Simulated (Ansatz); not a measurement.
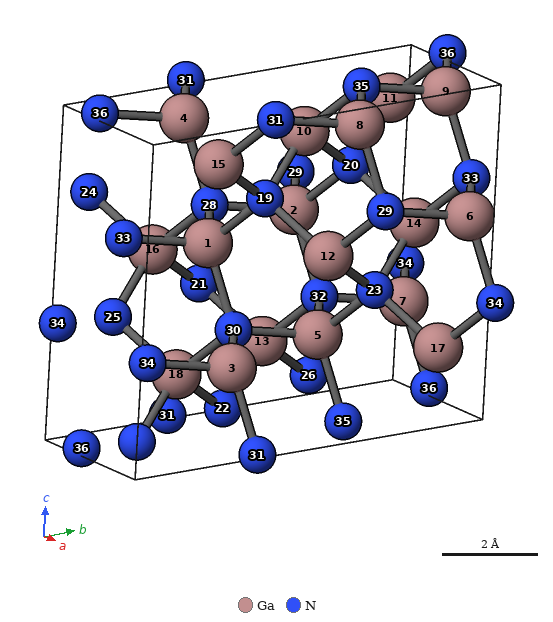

Fig. 1: The input geometry (ball-and-stick view of the cell of the calculation, seen slightly off an axis; atoms are numbered from 1 in the order of the input).

GaN: single-point calculation

GaN (P6₃mc, 36 atoms in the cell), computed with DFT LDA, scalar-relativistic, plane waves, PAW, no spin polarisation (Ansatz 0.2.0).

The structure derives from a Materials Project entry. It belongs to a series of runs on one base structure; here: the perfect crystal in a cell of 36 atoms. Figures and captions count atoms from 1; the log counts them from 0 in places.

**What the program printed**
```
Engine: ansatz 0.2.0, x86_64-unknown-linux-gnu
Pseudopotentials: kind: paw
Pseudopotential: Ga, paw, valence charge 13, recommended cutoff 420 eV (normal), Ga.paw.azcp
Pseudopotential: N, paw, valence charge 5, recommended cutoff 420 eV (normal), N.paw.azcp
Functional definition: SPW92
  exchange = slater_x
  correlation = pw_c
Crystal: 36 atoms, lattice volume = 397.855 Å³
Basis set: ecut = 420 eV, 7793 PW (Γ), exchange–correlation on 108×108×108 points (8 copies of the dense FFT grid, shifted against one another)
Bands: 198, of which v1, the nominal top of the filled ones, is band 162 counted from 1 (161 counted from 0)
Symmetry: 54 space group operations
Space group: P63mc (ITA 186), of the structure as read, at distance tolerance 7.4e-5 Å
k-points: 2 of 8 (time reversal used)
Non-local potential: Ga, projectors of the file, l = 0: 2, l = 1: 2, l = 2: 3, l = 3: 1
Non-local potential: N, projectors of the file, l = 0: 2, l = 1: 2, l = 2: 1
PAW form: soft (Blöchl's): semilocal exchange-correlation on the pseudo side does not see the compensation charge
PAW frozen core: Ga, regenerated for the run's functional, and the local potential with it (the file was generated under x = pbe(κ = 0.804, μ = 0.2195149727645171), c = pbe(β = 0.06672455060314922))
PAW frozen core: N, regenerated for the run's functional, and the local potential with it (the file was generated under x = pbe(κ = 0.804, μ = 0.2195149727645171), c = pbe(β = 0.06672455060314922))
PAW one-centre angular grid: Ga, 590 points (default); XC on 64 Gauss nodes
PAW one-centre angular grid: N, 110 points (default); XC on 64 Gauss nodes
Initial density: superposition of atomic densities (neutral atoms: chi_scale 0, normalization atom), corrected by the library's trained network
Initial wavefunctions: pseudopotential atomic-orbital guess
Functional: x = slater, c = lda
SCF iter   1: F=—  HF=-73477.890075 eV  |F-HF|=—  |Δ(HF+E_count)|=         —  Δρ=1.34e-2  dr2=6.70e-1  ethr=1.77e-3  ⟨swp⟩=6.0  Hψ=1457  notcnv=0
preconditioner: auto → Resta (q_TF=auto, 2.637 Å⁻¹)  ε∞=5.0  [insulator: Δε(μ)=3.375 eV  Ē_g=16.719 eV  σ=0.010 eV  W_gap=1.00  n_scr=124 (ndim 8)  ℏωp=33.5 eV  f_vac=0.006  D(μ)=0.00/eV (n_scr^D=0)  ε∞_Penn≈5.0]
SCF iter   2: F=—  HF=-73477.696791 eV  |F-HF|=—  |Δ(HF+E_count)|=   1.93e-1  Δρ=3.62e-3  dr2=3.03e-2  ethr=2.07e-4  ⟨swp⟩=2.0  Hψ=553  notcnv=0  defer=56
SCF iter   3: F=—  HF=-73477.688327 eV  |F-HF|=—  |Δ(HF+E_count)|=   8.46e-3  Δρ=1.59e-3  dr2=4.85e-3  ethr=9.35e-6  ⟨swp⟩=2.0  Hψ=464  notcnv=0  defer=56
SCF iter   4: F=—  HF=-73477.686649 eV  |F-HF|=—  |Δ(HF+E_count)|=   1.68e-3  Δρ=1.19e-4  dr2=3.23e-5  ethr=1.50e-6  ⟨swp⟩=2.0  Hψ=454  notcnv=0  defer=56
SCF iter   5: F=—  HF=-73477.685960 eV  |F-HF|=—  |Δ(HF+E_count)|=   6.89e-4  Δρ=4.26e-5  dr2=5.71e-6  ethr=9.98e-9  ⟨swp⟩=2.0  Hψ=664  notcnv=0  defer=56
SCF iter   6: F=—  HF=-73477.685955 eV  |F-HF|=—  |Δ(HF+E_count)|=   4.65e-6  Δρ=1.27e-5  dr2=5.05e-7  ethr=1.76e-9  ⟨swp⟩=2.0  Hψ=663  notcnv=0  defer=56
SCF iter   7: F=-73477.685955 eV  HF=-73477.685955 eV  |F-HF|=9.60e-10  |Δ(HF+E_count)|=   1.16e-8  Δρ=4.04e-6  dr2=7.19e-8  ethr=3.09e-11  ⟨swp⟩=12.5  Hψ=2751  notcnv=0
SCF 1 converged in 7 iterations: F = -73477.685955 eV  dr2 = 7.19e-8
  greatest PAW one-centre occupation: 0.996 electrons in one spin orbital (limit 2), on the Ga atom at site 17 (counted from 0), in its partial waves of l = 2
SCF converged after 7 iterations
Free energy (F): -73477.685955 eV
Harris-Foulkes:  -73477.685955 eV  (|F-HF|=9.60e-10)
Internal energy: -73477.685955 eV  (E = F + TS)
E sigma→0 (E₀):  -73477.685955 eV
Fermi energy:    11.399268 eV
--- Per-component energies (eV) ---
  E_band       = -80.281954
  E_kinetic    = 4465.150045
  E_local      = -34732.079426  (includes V_loc(G=0)·N_el)
  E_nonlocal   = 8599.326484
  E_hartree    = 15974.635065
  E_xc         = -2308.258320
  E_vxc        = -2424.945159  (∫ρ·V_xc dr)
  E_paw        = -36632.053153  (= ΣΔE_a)
  E_vpaw       = -7937.038968  (= ΣTr[D̂ρ^β])
  E_aug_tail   = 0.000292  (compensation charges beyond the density's cutoff)
  E_ewald      = -28876.960374
  E_core_change = 32.553431  (= ΣΔE_core)
  E_smearing   = -0.000000  (= −TS)
  E_closure    = -0.000000  (closes the sum)
  Σ components = -73477.685955   (vs F -73477.685955, Δ=0.00e0)
--- Forces (eV/Å), atoms counted from 1 ---
  atom   1  Ga    -0.00000000    -0.00000000     0.00049732
  atom   2  Ga     0.00000000    -0.00000000     0.00049732
  atom   3  Ga    -0.00000000    -0.00000000     0.00049732
  atom   4  Ga     0.00000000    -0.00000000     0.00049732
  atom   5  Ga    -0.00000000    -0.00000000     0.00049732
  atom   6  Ga     0.00000000    -0.00000000     0.00049732
  atom   7  Ga    -0.00000000    -0.00000000     0.00049732
  atom   8  Ga     0.00000000    -0.00000000     0.00049732
  atom   9  Ga    -0.00000000    -0.00000000     0.00049732
  atom  10  Ga    -0.00000000     0.00000000    -0.00000002
  atom  11  Ga     0.00000000     0.00000000    -0.00000002
  atom  12  Ga     0.00000000     0.00000000    -0.00000002
  atom  13  Ga    -0.00000000     0.00000000    -0.00000002
  atom  14  Ga    -0.00000000     0.00000000    -0.00000002
  atom  15  Ga     0.00000000     0.00000000    -0.00000002
  atom  16  Ga    -0.00000000     0.00000000    -0.00000002
  atom  17  Ga     0.00000000     0.00000000    -0.00000002
  atom  18  Ga    -0.00000000     0.00000000    -0.00000002
  atom  19  N      0.00000000    -0.00000000    -0.00175898
  atom  20  N     -0.00000000    -0.00000000    -0.00175898
  atom  21  N     -0.00000000    -0.00000000    -0.00175898
  atom  22  N     -0.00000000    -0.00000000    -0.00175898
  atom  23  N     -0.00000000    -0.00000000    -0.00175898
  atom  24  N     -0.00000000    -0.00000000    -0.00175898
  atom  25  N     -0.00000000    -0.00000000    -0.00175898
  atom  26  N     -0.00000000    -0.00000000    -0.00175898
  atom  27  N     -0.00000000    -0.00000000    -0.00175898
  atom  28  N     -0.00000000     0.00000000     0.00126477
  atom  29  N      0.00000000     0.00000000     0.00126477
  atom  30  N      0.00000000     0.00000000     0.00126477
  atom  31  N      0.00000000     0.00000000     0.00126477
  atom  32  N      0.00000000     0.00000000     0.00126477
  atom  33  N      0.00000000     0.00000000     0.00126477
  atom  34  N      0.00000000     0.00000000     0.00126477
  atom  35  N      0.00000000     0.00000000     0.00126477
  atom  36  N      0.00000000     0.00000000     0.00126477
  max |Σ_I F_I| component: 2.79e-5 eV/Å
--- Stress (GPa, compression-positive) ---
        0.026344       0.000000       0.000000
        0.000000       0.026344       0.000000
        0.000000       0.000000      -0.016311
  P = ⅓ Tr σ = 0.0121 GPa (0.121 kbar)
--- Band table (eV) ---
  k-point 0: bands = ["-6.1172", "-5.5252", "-5.5252", "-5.5252", "-5.4176", "-5.3361", "-5.3361", "-5.3361", "-5.2496", "-5.2496", "-5.2496", "-5.1993", "-5.1993", "-5.1993", "-5.1907", "-5.1907", "-5.1904", "-5.1904", "-3.7662", "-3.7662", "-3.7324", "-3.7324", "-3.7311", "-3.7192", "-3.7192", "-3.7192", "-3.7189", "-3.7189", "-3.7167", "-3.7167", "-3.7167", "-3.6897", "-3.6897", "-3.6897", "-3.6896", "-3.6896", "-3.6896", "-3.6326", "-3.6326", "-3.6326",
      "-3.6111", "-3.6111", "-3.6111", "-3.6062", "-3.6062", "-3.6062", "-3.6062", "-3.5916", "-3.5916", "-3.5916", "-3.5418", "-3.5418", "-3.5418", "-3.5400", "-3.5400", "-3.5400", "-3.5381", "-3.5381", "-3.5154", "-3.5154", "-3.5154", "-3.4965", "-3.4965", "-3.4965", "-3.4912", "-3.4912", "-3.4912", "-3.4730", "-3.4730", "-3.4666", "-3.4666", "-3.4666", "-3.4666", "-3.4649", "-3.4649", "-3.4494", "-3.4494", "-3.4435", "-3.4435", "-3.4435",
      "-3.4223", "-3.4223", "-3.4223", "-3.4031", "-3.4031", "-3.4031", "-3.3974", "-3.3974", "-3.3702", "-3.3702", "-3.3702", "-3.0495", "-3.0495", "-3.0495", "-2.6803", "-2.6803", "-2.6803", "-2.6403", "-2.2800", "-2.2800", "-2.2800", "-1.5195", "-1.5195", "-1.5193", "-1.5193", "-1.4455", "-1.4455", "-1.4455", "3.6254", "3.6493", "3.6493", "3.6493", "3.8094", "3.8094", "3.8095", "3.8095", "3.9937", "3.9937", "3.9937", "4.4941",
      "4.4941", "4.4941", "4.5906", "4.5906", "4.8471", "4.8471", "4.8471", "5.7909", "5.7909", "5.7909", "6.4438", "6.4438", "7.0808", "7.0808", "7.0808", "7.3652", "7.3652", "7.3652", "7.5360", "7.5360", "7.5363", "7.5363", "7.9146", "7.9146", "7.9146", "8.1202", "8.1202", "8.1202", "8.2980", "8.3519", "8.3519", "8.3519", "8.5338", "8.5338", "8.5338", "8.9087", "8.9087", "9.0156", "9.0156", "9.0156",
      "9.6754", "9.6754", "13.1231", "14.3234", "14.4231", "14.4231", "14.4231", "14.6713", "14.6713", "14.6713", "15.0762", "15.0762", "15.0762", "15.6110", "15.6110", "15.6169", "15.6169", "15.6169", "16.6295", "16.6295", "16.6295", "17.1278", "17.1278", "17.1278", "17.1278", "17.4369", "17.4369", "17.4369", "17.9240", "17.9240", "17.9240", "18.0138", "18.0138", "18.2858", "18.2858", "18.2858", "18.6591", "19.1701"]
  k-point 1: bands = ["-6.0122", "-5.6469", "-5.5371", "-5.5371", "-5.4453", "-5.3328", "-5.3328", "-5.2999", "-5.2860", "-5.2322", "-5.2322", "-5.2264", "-5.2264", "-5.1861", "-5.1861", "-5.1800", "-5.1800", "-5.1748", "-3.7535", "-3.7398", "-3.7398", "-3.7346", "-3.7314", "-3.7295", "-3.7107", "-3.7084", "-3.6992", "-3.6992", "-3.6981", "-3.6981", "-3.6927", "-3.6927", "-3.6890", "-3.6864", "-3.6708", "-3.6708", "-3.6589", "-3.6555", "-3.6555", "-3.6533",
      "-3.6498", "-3.6374", "-3.6366", "-3.6366", "-3.6323", "-3.6323", "-3.6244", "-3.6244", "-3.5782", "-3.5782", "-3.5660", "-3.5642", "-3.5642", "-3.5419", "-3.5371", "-3.5371", "-3.5206", "-3.5206", "-3.5189", "-3.5189", "-3.5132", "-3.5132", "-3.5129", "-3.5128", "-3.5025", "-3.5025", "-3.5017", "-3.4907", "-3.4870", "-3.4870", "-3.4835", "-3.4835", "-3.4455", "-3.4356", "-3.4356", "-3.4348", "-3.4302", "-3.4221", "-3.4221", "-3.4201",
      "-3.4201", "-3.4166", "-3.4132", "-3.4132", "-3.4040", "-3.4040", "-3.3943", "-3.3928", "-3.3928", "-3.3821", "-3.3713", "-3.3032", "-3.1385", "-3.1385", "-2.9519", "-2.3153", "-2.3153", "-2.0663", "-2.0258", "-2.0258", "-1.9556", "-1.9556", "-1.8907", "-1.7562", "-1.7562", "-1.6389", "-1.3123", "-1.3123", "2.8596", "3.0123", "3.3516", "3.3516", "3.5386", "3.5386", "3.6775", "3.6775", "3.7545", "4.0488", "4.0488", "4.5730",
      "4.5730", "5.1356", "5.5411", "5.5411", "5.7732", "5.7732", "6.0810", "6.0810", "6.2377", "6.2377", "6.3537", "6.3537", "6.3648", "6.3999", "6.9171", "6.9171", "7.0431", "7.1916", "7.2811", "7.2811", "7.7021", "7.7021", "7.7813", "7.7813", "7.8050", "7.9447", "7.9447", "8.0394", "8.0493", "8.2399", "8.3307", "8.3307", "8.4386", "8.4386", "8.4468", "8.4767", "8.6925", "8.8619", "8.8619", "9.0442",
      "9.4458", "9.5589", "13.4982", "14.1463", "14.7473", "14.8925", "14.8925", "14.8934", "15.0530", "15.0530", "15.3977", "15.4524", "15.4524", "15.5010", "15.6360", "15.6360", "16.3387", "16.3387", "16.4953", "16.4953", "16.7179", "16.7179", "17.1849", "17.1849", "17.4525", "17.4540", "17.6786", "17.6786", "17.6839", "17.6839", "17.7332", "17.8296", "17.9553", "18.2212", "18.2212", "18.2254", "18.2254", "18.6934"]
```

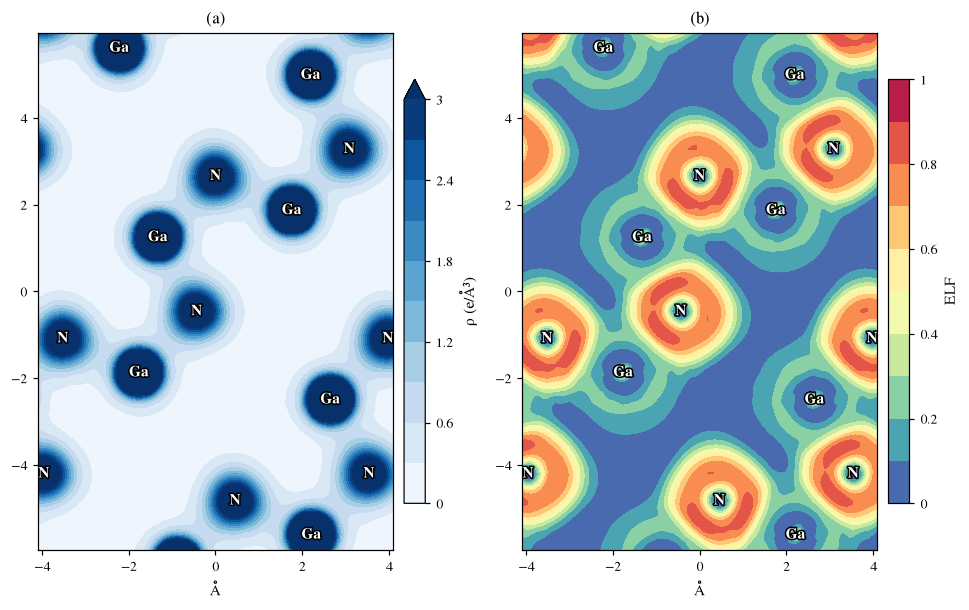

Fig. 2: (a) valence pseudo-density; (b) electron localisation function on the (11̄0) plane of the calculation cell. The section cuts through Ga and N sites. Ga–N (1.93 Å): ρ at the midpoint is about 0.78 e/Å³; the ELF is about 0.50 at the midpoint. Away from the nuclei the density in this plane falls to 0.01 e/Å³ at its lowest. In a PAW calculation such maps are meaningful between the atoms, not at the nuclei.

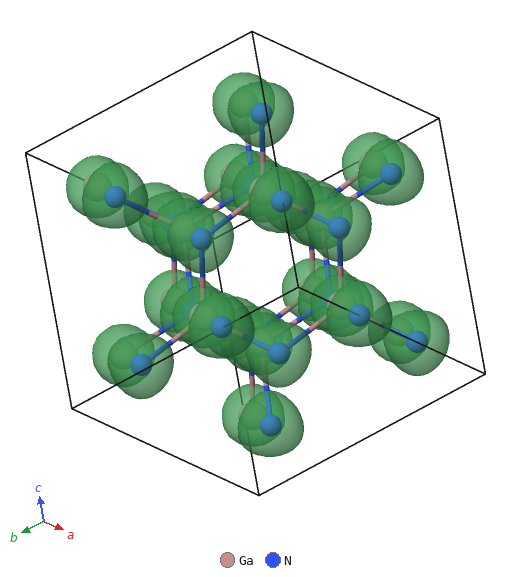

Fig. 3: Isosurface of the valence charge density (pseudo) at 1 e/Å³ (green), seen at an oblique angle. Sticks mark near contacts. The outline is the calculation cell. At this value the density breaks into separate islands; it holds about 70 % of the electrons treated as valence (semicore included). It is pinched off along the Ga–N (1.93 Å) contacts. On the grid the lowest density along these lines, outside the cores, is 0.76 e/Å³ (Ga–N, 1.93 Å).

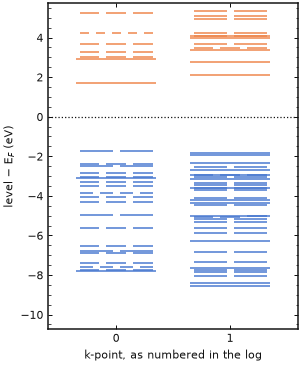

Fig. 4: Kohn–Sham levels near the Fermi level (dotted) at the few k-points that the log prints; levels within 0.02 eV of each other stand side by side. Among these points the highest filled and lowest empty levels are 3.45 eV apart, which is the gap on the mesh.

This output came from the following input.

**The input**
```yaml
crystal:
  lattice:
    - [4.7276984762, -2.7295379879, 5.1384824027]
    - [0.0, 5.4590759758, 5.1384824027]
    - [-4.7276984762, -2.7295379879, 5.1384824027]
  atoms:
    - { symbol: Ga, position: [0.6108769884, 0.2775436551, 0.6108769884] }
    - { symbol: Ga, position: [0.2775436551, 0.6108769884, 0.6108769884] }
    - { symbol: Ga, position: [0.9442103218, 0.2775436551, 0.2775436551] }
    - { symbol: Ga, position: [0.2775436551, 0.2775436551, 0.9442103218] }
    - { symbol: Ga, position: [0.6108769884, 0.6108769884, 0.2775436551] }
    - { symbol: Ga, position: [0.9442103218, 0.9442103218, 0.6108769884] }
    - { symbol: Ga, position: [0.2775436551, 0.9442103218, 0.2775436551] }
    - { symbol: Ga, position: [0.9442103218, 0.6108769884, 0.9442103218] }
    - { symbol: Ga, position: [0.6108769884, 0.9442103218, 0.9442103218] }
    - { symbol: Ga, position: [0.5553214329, 0.5553214329, 0.8886547662] }
    - { symbol: Ga, position: [0.2219880995, 0.8886547662, 0.8886547662] }
    - { symbol: Ga, position: [0.8886547662, 0.5553214329, 0.5553214329] }
    - { symbol: Ga, position: [0.2219880995, 0.5553214329, 0.2219880995] }
    - { symbol: Ga, position: [0.5553214329, 0.8886547662, 0.5553214329] }
    - { symbol: Ga, position: [0.8886547662, 0.2219880995, 0.8886547662] }
    - { symbol: Ga, position: [0.2219880995, 0.2219880995, 0.5553214329] }
    - { symbol: Ga, position: [0.8886547662, 0.8886547662, 0.2219880995] }
    - { symbol: Ga, position: [0.5553214329, 0.2219880995, 0.2219880995] }
    - { symbol: "N", position: [0.7363452338, 0.4030119005, 0.7363452338] }
    - { symbol: "N", position: [0.4030119005, 0.7363452338, 0.7363452338] }
    - { symbol: "N", position: [0.0696785671, 0.4030119005, 0.4030119005] }
    - { symbol: "N", position: [0.4030119005, 0.4030119005, 0.0696785671] }
    - { symbol: "N", position: [0.7363452338, 0.7363452338, 0.4030119005] }
    - { symbol: "N", position: [0.0696785671, 0.0696785671, 0.7363452338] }
    - { symbol: "N", position: [0.4030119005, 0.0696785671, 0.4030119005] }
    - { symbol: "N", position: [0.0696785671, 0.7363452338, 0.0696785671] }
    - { symbol: "N", position: [0.7363452338, 0.0696785671, 0.0696785671] }
    - { symbol: "N", position: [0.3474563449, 0.3474563449, 0.6807896782] }
    - { symbol: "N", position: [0.0141230116, 0.6807896782, 0.6807896782] }
    - { symbol: "N", position: [0.6807896782, 0.3474563449, 0.3474563449] }
    - { symbol: "N", position: [0.0141230116, 0.3474563449, 0.0141230116] }
    - { symbol: "N", position: [0.3474563449, 0.6807896782, 0.3474563449] }
    - { symbol: "N", position: [0.6807896782, 0.0141230116, 0.6807896782] }
    - { symbol: "N", position: [0.0141230116, 0.0141230116, 0.3474563449] }
    - { symbol: "N", position: [0.6807896782, 0.6807896782, 0.0141230116] }
    - { symbol: "N", position: [0.3474563449, 0.0141230116, 0.0141230116] }
basis:
  ecutwfc: 420
  xc_grid: 2
kpoints:
  mp_grid: { grid: [2, 2, 2], shift: [0.5, 0.5, 0.5] }
hamiltonian:
  xc: lda
scf:
  occupations: { method: gaussian, width: 0.01 }
output:
  forces: true
  stress: true
  eigenvalues: true
  write_density: true
  write_potential: true
  elf: true
  volumetric_format: npy
```

Run as:
```bash
ansatz run input.yaml --threads 4 --pin off --max-ram 8192MiB --backend cpu --events-out ev --progress --plain --runs-dir out
```

**Key numbers**

```csv
quantity,value
outcome,converged
space group (tolerance 0.01 Å),P6₃mc (186)
electrons treated,324
free energy,−73477.6860 eV
Fermi energy,11.399 eV
gap on the k-point mesh,3.45 eV
pressure,0.01 GPa
largest force (length of the vector),0.002 eV/Å
hardware,"4 threads of AMD EPYC (Zen 3), 189 GiB of memory available, shared host"
wall time,19 s (CPU time 66 s)
peak memory,1 GiB
```
